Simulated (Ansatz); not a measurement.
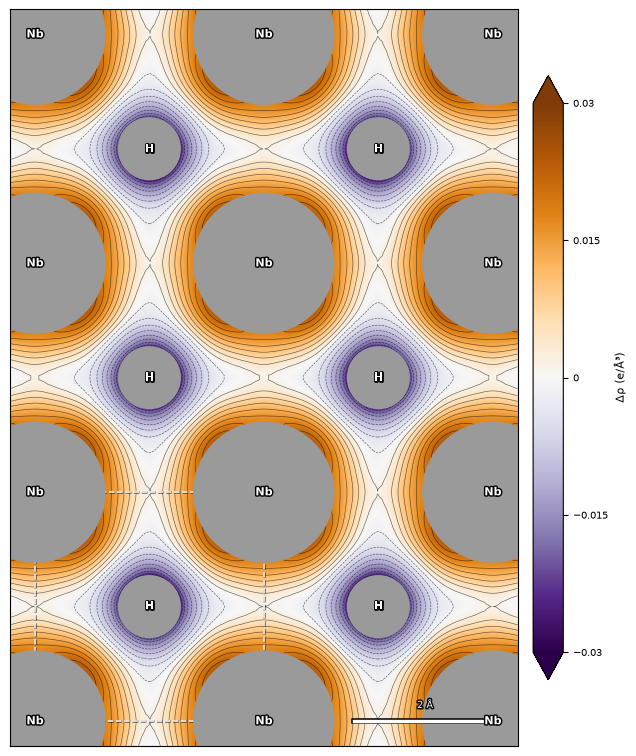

NbH: difference of two self-consistent densities at the same geometry, ρ(LDA) − ρ(r2SCAN), on the (001) plane of the conventional cell. Grey discs cover the cores, where the PAW densities can't be compared. Cores are masked to 1.0 Å (Nb) and 0.4 Å (H).

Space group I4/mmm. The cell comes from a database of computed structures, not from a measurement.

Both runs: Ansatz, scalar-relativistic, plane waves and PAW, same cutoff, k-points and PAW files (made with PBE).

Q: How does the change of level move the electrons?

A: Against r2SCAN, and outside the masked cores, the largest gain lies in the shortest H–Nb contact, between the masked cores, and the largest loss lies at the edge of the masked core of H.
- Bader charges are Nb +0.65 and H −0.65 e with r2SCAN and Nb +0.56 and H −0.56 e with LDA.
- At this volume the pressure is −3 GPa with r2SCAN and −11 GPa with LDA.
